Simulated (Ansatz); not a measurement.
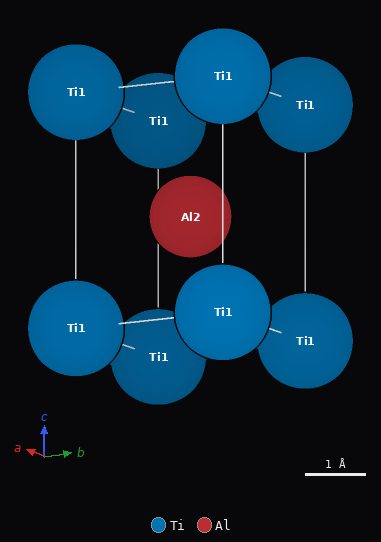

The input geometry (spheres-only view of the cell of the calculation, seen at an oblique angle; atoms are numbered from 1 in the order of the input). An atom can appear more than once, as a periodic image.

## Run report: TiAl, geometry relaxation (part 1 of 2)

System: TiAl (P4/mmm, 2 atoms in the cell).
Method: DFT r2SCAN, scalar-relativistic, plane waves, PAW, no spin polarisation (Ansatz 0.2.0).

The structure derives from an entry of the Crystallography Open Database. Figures and captions count atoms from 1; the log counts them from 0 in places.

**Input**
```yaml
crystal:
  lattice:
    - [2.8373, 0.0, 0.0]
    - [0.0, 2.8373, 0.0]
    - [0.0, 0.0, 4.0591]
  atoms:
    - { symbol: Ti, position: [0.0, 0.0, 0.0] }
    - { symbol: Al, position: [0.5, 0.5, 0.5] }
basis:
  ecutwfc: 500
kpoints:
  mp_grid: { grid: [14, 14, 10] }
hamiltonian:
  xc: r2scan
scf:
  occupations: { method: gaussian, width: 0.1 }
output:
  forces: true
  stress: true
  eigenvalues: true
  write_density: true
  write_potential: true
  elf: true
  volumetric_format: npy
relax:
  adjacent_minimum: "off"
  f_tol: 0.005
  max_steps: 80
  cell: { stress_tol: 0.05 }
```

Hardware: 2 threads of Intel Xeon (Sapphire Rapids), 192 GiB of memory available, shared host.

Launch command:
```bash
ansatz run input.yaml --threads 2 --pin off --max-ram 5120MiB --backend cpu --events-out ev --progress --plain --runs-dir out
```

**Log**
```
Engine: ansatz 0.2.0, x86_64-unknown-linux-gnu
Pseudopotentials: kind: paw
Pseudopotential: Ti, paw, valence charge 12, recommended cutoff 500 eV (meta_gga), Ti.paw.azcp
Pseudopotential: Al, paw, valence charge 3, recommended cutoff 500 eV (meta_gga), Al.paw.azcp
Functional definition: r2SCAN
  parameter k0 = 0.174
  parameter k1 = 0.065
  parameter a1 = 4.9479
  exchange = r2scan_x(k0 = k0, k1 = k1, a1 = a1)
  correlation = r2scan_c
Crystal: 2 atoms, lattice volume = 32.677 Å³
Basis set: ecut = 500 eV, 831 PW (Γ), exchange–correlation on 96×96×120 points (64 copies of the dense FFT grid, shifted against one another)
Bands: 12, of which v1, the nominal top of the filled ones, is band 8 counted from 1 (7 counted from 0)
Symmetry: 16 space group operations
Space group: P4/mmm (ITA 123), of the structure as read, at distance tolerance 3.2e-5 Å
k-points: 216 of 1960
Non-local potential: Ti, projectors of the file, l = 0: 3, l = 1: 2, l = 2: 3, l = 3: 1
Non-local potential: Al, projectors of the file, l = 0: 2, l = 1: 2, l = 2: 1
PAW form: soft (Blöchl's): semilocal exchange-correlation on the pseudo side does not see the compensation charge
PAW frozen core: Ti, regenerated for the run's functional (the file was generated under x = pbe(κ = 0.804, μ = 0.2195149727645171), c = pbe(β = 0.06672455060314922))
PAW frozen core: Al, regenerated for the run's functional (the file was generated under x = pbe(κ = 0.804, μ = 0.2195149727645171), c = pbe(β = 0.06672455060314922))
PAW one-centre angular grid: Ti, 590 points (default); XC on 160 Gauss nodes
PAW one-centre angular grid: Al, 302 points (default); XC on 160 Gauss nodes
Initial density: superposition of atomic densities (neutral atoms: chi_scale 0, normalization atom), corrected by the library's trained network
Initial wavefunctions: pseudopotential atomic-orbital guess
Functional: x = r2scan, c = r2scan; τ floored in thin density (d = 2e-4 eV/Å³)
SCF iter   1: F=—  HF=-3045.654917 eV  |F-HF|=—  |Δ(HF+E_count)|=         —  Δρ=1.17e-2  dr2=3.85e-2  dr2_τ=1.80e-2  ethr=1.77e-3  ⟨swp⟩=4.9  Hψ=13179  notcnv=0
preconditioner: auto → none  [metal: Δε(μ)=0.010 eV  Ē_g=5.729 eV  σ=0.100 eV  W_gap=0.05  n_scr=6 (ndim 8)  ℏωp=17.2 eV  f_vac=0.000  D(μ)=1.66/eV (n_scr^D=14)  sad-step TF]
SCF iter   2: F=—  HF=-3045.683643 eV  |F-HF|=—  |Δ(HF+E_count)|=   2.87e-2  Δρ=4.05e-3  dr2=3.72e-3  dr2_τ=6.15e-4  ethr=2.56e-4  ⟨swp⟩=2.6  Hψ=6579  notcnv=0  defer=49
SCF iter   3: F=—  HF=-3045.683985 eV  |F-HF|=—  |Δ(HF+E_count)|=   3.42e-4  Δρ=1.90e-3  dr2=8.74e-4  dr2_τ=4.45e-5  ethr=2.48e-5  ⟨swp⟩=2.2  Hψ=3227  notcnv=0  defer=49
SCF iter   4: F=—  HF=-3045.684280 eV  |F-HF|=—  |Δ(HF+E_count)|=   2.94e-4  Δρ=8.52e-4  dr2=2.27e-4  dr2_τ=1.91e-5  ethr=5.82e-6  ⟨swp⟩=2.7  Hψ=3851  notcnv=0  defer=49
SCF iter   5: F=—  HF=-3045.684295 eV  |F-HF|=—  |Δ(HF+E_count)|=   1.49e-5  Δρ=1.88e-4  dr2=5.17e-6  dr2_τ=4.39e-7  ethr=1.51e-6  ⟨swp⟩=2.2  Hψ=3103  notcnv=0  defer=49
SCF iter   6: F=—  HF=-3045.684299 eV  |F-HF|=—  |Δ(HF+E_count)|=   4.28e-6  Δρ=1.55e-5  dr2=3.49e-8  dr2_τ=1.43e-9  ethr=6.67e-10  ⟨swp⟩=6.4  Hψ=14407  notcnv=0
SCF iter   7: F=-3045.684299 eV  HF=-3045.684299 eV  |F-HF|=4.00e-10  |Δ(HF+E_count)|=   2.18e-8  Δρ=2.71e-6  dr2=1.78e-9  dr2_τ=4.35e-11  ethr=2.33e-10  ⟨swp⟩=4.1  Hψ=12367  notcnv=0
SCF 1 converged in 7 iterations: F = -3045.684299 eV  dr2 = 1.78e-9
  greatest PAW one-centre occupation: 1.001 electrons in one spin orbital (limit 2), on the Ti atom at site 0 (counted from 0), in its partial waves of l = 1
relax step   1: F+E_penalty+E_count = -3045.68429884 eV  Δ(F+E_penalty+E_count) = +0.000e0 eV  max|allowed force component| = 3.698e-31 eV/Å  Δτ_max = 0.0000 Å  P = -2.050 GPa  Ω = 32.677 Å³  (7 SCF iters, dr2 threshold 1.00e-7 eV, accepted)
Crystal: 2 atoms, lattice volume = 31.702 Å³
Basis set: ecut = 500 eV, 807 PW (Γ), exchange–correlation on 96×96×120 points (64 copies of the dense FFT grid, shifted against one another)
Initial density: handed on by an earlier stage of this run
Initial wavefunctions: those handed on with the density
iter 1 solved again at ethr=5.71e-6 eV; its pass at ethr=3.10e-3 eV (dr2=8.56e-4 eV) is discarded
SCF iter   1: F=—  HF=-3045.672648 eV  |F-HF|=—  |Δ(HF+E_count)|=         —  Δρ=1.35e-3  dr2=9.21e-4  dr2_τ=7.79e-3  ethr=5.71e-6  ⟨swp⟩=2.0  Hψ=16656  notcnv=0
preconditioner: auto → none  [metal: Δε(μ)=0.014 eV  Ē_g=5.797 eV  σ=0.100 eV  W_gap=0.08  n_scr=6 (ndim 8)  ℏωp=17.4 eV  f_vac=0.000  D(μ)=1.57/eV (n_scr^D=14)]
SCF iter   2: F=—  HF=-3045.687188 eV  |F-HF|=—  |Δ(HF+E_count)|=   1.45e-2  Δρ=7.48e-4  dr2=2.87e-4  dr2_τ=1.43e-5  ethr=5.71e-6  ⟨swp⟩=2.0  Hψ=4236  notcnv=0
SCF iter   3: F=—  HF=-3045.687168 eV  |F-HF|=—  |Δ(HF+E_count)|=   2.04e-5  Δρ=6.20e-4  dr2=1.32e-4  dr2_τ=9.85e-6  ethr=1.92e-6  ⟨swp⟩=2.1  Hψ=3289  notcnv=0
SCF iter   4: F=—  HF=-3045.687150 eV  |F-HF|=—  |Δ(HF+E_count)|=   1.78e-5  Δρ=1.92e-4  dr2=7.14e-6  dr2_τ=1.61e-6  ethr=8.80e-7  ⟨swp⟩=2.2  Hψ=3182  notcnv=0
SCF iter   5: F=—  HF=-3045.687154 eV  |F-HF|=—  |Δ(HF+E_count)|=   4.11e-6  Δρ=7.23e-5  dr2=1.62e-6  dr2_τ=1.32e-7  ethr=4.76e-8  ⟨swp⟩=2.1  Hψ=3874  notcnv=0
SCF iter   6: F=-3045.687154 eV  HF=-3045.687154 eV  |F-HF|=6.54e-8  |Δ(HF+E_count)|=   4.31e-7  Δρ=1.70e-5  dr2=1.46e-7  dr2_τ=4.72e-9  ethr=1.33e-9  ⟨swp⟩=5.1  Hψ=13039  notcnv=0
SCF 2 converged in 6 iterations: F = -3045.687154 eV  dr2 = 1.46e-7
relax step   2: F+E_penalty+E_count = -3045.68715443 eV  Δ(F+E_penalty+E_count) = -2.856e-3 eV  max|allowed force component| = 7.642e-31 eV/Å  Δτ_max = 0.0000 Å  P = +1.593 GPa  Ω = 31.702 Å³  energy of the carried Pulay correction = +3.090e-4 eV  (6 SCF iters, dr2 threshold 2.00e-7 eV, accepted)
Crystal: 2 atoms, lattice volume = 32.112 Å³
Basis set: ecut = 500 eV, 815 PW (Γ), exchange–correlation on 96×96×120 points (64 copies of the dense FFT grid, shifted against one another)
iter 1 solved again at ethr=8.90e-7 eV; its pass at ethr=3.10e-3 eV (dr2=1.33e-4 eV) is discarded
SCF iter   1: F=—  HF=-3045.686697 eV  |F-HF|=—  |Δ(HF+E_count)|=         —  Δρ=5.07e-4  dr2=1.41e-4  dr2_τ=1.33e-3  ethr=8.90e-7  ⟨swp⟩=2.0  Hψ=16500  notcnv=0
preconditioner: auto → none  [metal: Δε(μ)=0.013 eV  Ē_g=5.724 eV  σ=0.100 eV  W_gap=0.08  n_scr=6 (ndim 8)  ℏωp=17.3 eV  f_vac=0.000  D(μ)=1.58/eV (n_scr^D=14)]
SCF iter   2: F=—  HF=-3045.689028 eV  |F-HF|=—  |Δ(HF+E_count)|=   2.33e-3  Δρ=3.23e-4  dr2=5.96e-5  dr2_τ=2.13e-6  ethr=8.90e-7  ⟨swp⟩=2.0  Hψ=4239  notcnv=0
SCF iter   3: F=—  HF=-3045.689020 eV  |F-HF|=—  |Δ(HF+E_count)|=   7.34e-6  Δρ=2.50e-4  dr2=2.05e-5  dr2_τ=1.58e-6  ethr=3.97e-7  ⟨swp⟩=2.1  Hψ=3263  notcnv=0
SCF iter   4: F=—  HF=-3045.689017 eV  |F-HF|=—  |Δ(HF+E_count)|=   2.95e-6  Δρ=7.41e-5  dr2=1.02e-6  dr2_τ=2.63e-7  ethr=1.37e-7  ⟨swp⟩=2.3  Hψ=3394  notcnv=0
SCF iter   5: F=-3045.689018 eV  HF=-3045.689018 eV  |F-HF|=2.33e-9  |Δ(HF+E_count)|=   6.07e-7  Δρ=2.38e-5  dr2=1.79e-7  dr2_τ=1.62e-8  ethr=1.33e-9  ⟨swp⟩=8.0  Hψ=15927  notcnv=0
SCF 3 converged in 5 iterations: F = -3045.689018 eV  dr2 = 1.79e-7
relax step   3: F+E_penalty+E_count = -3045.68901796 eV  Δ(F+E_penalty+E_count) = -1.864e-3 eV  max|allowed force component| = 4.684e-31 eV/Å  Δτ_max = 0.0000 Å  P = -0.005 GPa  Ω = 32.112 Å³  energy of the carried Pulay correction = +1.755e-4 eV  (5 SCF iters, dr2 threshold 2.00e-7 eV, accepted)
Crystal: 2 atoms, lattice volume = 32.110 Å³
iter 1 solved again at ethr=4.81e-9 eV; its pass at ethr=3.10e-3 eV (dr2=7.22e-7 eV) is discarded
SCF iter   1: F=—  HF=-3045.689024 eV  |F-HF|=—  |Δ(HF+E_count)|=         —  Δρ=6.43e-5  dr2=9.08e-7  dr2_τ=6.73e-6  ethr=4.81e-9  ⟨swp⟩=2.4  Hψ=16301  notcnv=0
preconditioner: auto → none  [metal: Δε(μ)=0.013 eV  Ē_g=5.730 eV  σ=0.100 eV  W_gap=0.07  n_scr=6 (ndim 8)  ℏωp=17.3 eV  f_vac=0.000  D(μ)=1.59/eV (n_scr^D=14)]
SCF iter   2: F=—  HF=-3045.689033 eV  |F-HF|=—  |Δ(HF+E_count)|=   8.95e-6  Δρ=2.62e-5  dr2=1.74e-7  dr2_τ=1.56e-8  ethr=4.81e-9  ⟨swp⟩=2.0  Hψ=4239  notcnv=0
SCF iter   3: F=—  HF=-3045.689033 eV  |F-HF|=—  |Δ(HF+E_count)|=   1.99e-8  Δρ=1.39e-5  dr2=3.70e-8  dr2_τ=1.29e-9  ethr=1.16e-9  ⟨swp⟩=1.5  Hψ=2954  notcnv=0
SCF iter   4: F=—  HF=-3045.689033 eV  |F-HF|=—  |Δ(HF+E_count)|=   4.00e-8  Δρ=1.35e-5  dr2=9.79e-8  dr2_τ=3.22e-9  ethr=1.68e-10  ⟨swp⟩=7.0  Hψ=12236  notcnv=0
SCF iter   5: F=-3045.689033 eV  HF=-3045.689033 eV  |F-HF|=9.56e-10  |Δ(HF+E_count)|=   1.95e-8  Δρ=1.62e-6  dr2=1.51e-9  dr2_τ=6.49e-11  ethr=1.68e-10  ⟨swp⟩=4.6  Hψ=12078  notcnv=0
SCF 4 converged in 5 iterations: F = -3045.689033 eV  dr2 = 1.51e-9
relax step   4: F+E_penalty+E_count = -3045.68903304 eV  Δ(F+E_penalty+E_count) = -1.508e-5 eV  max|allowed force component| = 2.958e-31 eV/Å  Δτ_max = 0.0000 Å  P = +0.003 GPa  Ω = 32.110 Å³  energy of the carried Pulay correction = +1.754e-4 eV  (5 SCF iters, dr2 threshold 2.52e-8 eV, accepted)
Initial wavefunctions: pseudopotential atomic-orbital guess (no wavefunctions were taken with the density)
iter 1 solved again at ethr=4.97e-9 eV; its pass at ethr=3.10e-3 eV (dr2=7.45e-7 eV) is discarded
SCF iter   1: F=—  HF=-3045.688867 eV  |F-HF|=—  |Δ(HF+E_count)|=         —  Δρ=3.47e-5  dr2=4.02e-8  dr2_τ=4.94e-7  ethr=4.97e-9  ⟨swp⟩=3.0  Hψ=20790  notcnv=0
SCF iter   2: F=—  HF=-3045.688867 eV  |F-HF|=—  |Δ(HF+E_count)|=   1.35e-7  Δρ=1.76e-5  dr2=1.53e-8  dr2_τ=1.95e-8  ethr=2.68e-10  ⟨swp⟩=2.0  Hψ=3924  notcnv=0
SCF iter   3: F=—  HF=-3045.688867 eV  |F-HF|=—  |Δ(HF+E_count)|=   3.91e-8  Δρ=9.92e-6  dr2=4.79e-8  dr2_τ=1.46e-9  ethr=1.02e-10  ⟨swp⟩=2.0  Hψ=4019  notcnv=0  recentre
SCF iter   4: F=—  HF=-3045.688867 eV  |F-HF|=—  |Δ(HF+E_count)|=   9.76e-9  Δρ=8.61e-7  dr2=3.92e-10  dr2_τ=4.51e-11  ethr=1.02e-10  ⟨swp⟩=2.5  Hψ=3992  notcnv=0
SCF iter   5: F=—  HF=-3045.688867 eV  |F-HF|=—  |Δ(HF+E_count)|=  3.87e-11  Δρ=5.33e-7  dr2=4.42e-11  dr2_τ=1.58e-11  ethr=2.61e-12  ⟨swp⟩=2.1  Hψ=3409  notcnv=0
SCF iter   6: F=-3045.688867 eV  HF=-3045.688867 eV  |F-HF|=1.36e-12  |Δ(HF+E_count)|=  6.14e-11  Δρ=8.49e-8  dr2=3.81e-12  dr2_τ=7.13e-13  ethr=1.00e-12  ⟨swp⟩=5.0  Hψ=9144  notcnv=0
SCF 5 converged in 6 iterations: F = -3045.688867 eV  dr2 = 3.81e-12
relax step   5: F+E_penalty+E_count = -3045.68886692 eV  Δ(F+E_penalty+E_count) = +1.661e-4 eV  max|allowed force component| = 2.958e-31 eV/Å  Δτ_max = 0.0000 Å  P = -0.001 GPa  Ω = 32.110 Å³  stress off target by 3.12e-2 GPa  SCF on the basis re-selected at this cell (its energy is not comparable with the rows above)  (6 SCF iters)
```

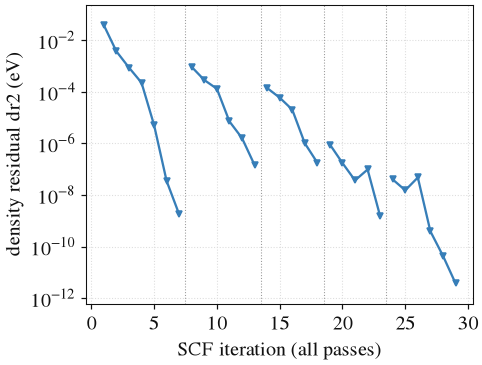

Convergence of the self-consistent field: density residual dr2 against the SCF iteration. The dotted lines part the SCF passes of the relaxation: geometry steps, rejected trials and re-solves on a re-selected basis. The 5 passes take 5 to 7 iterations each, 29 in all.

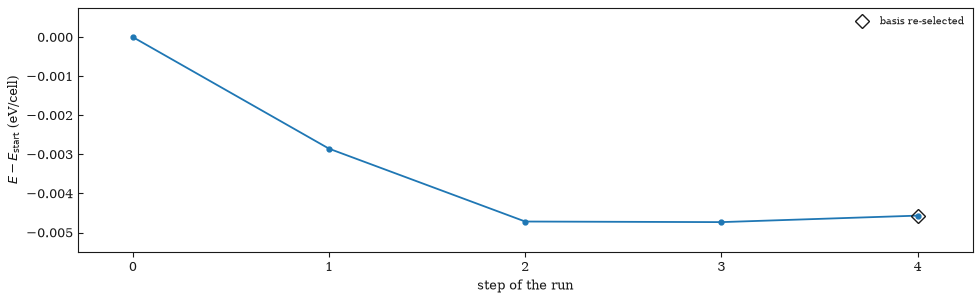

Progress of the relaxation, step by step (the first geometry is step 0 here and step 1 in the log).
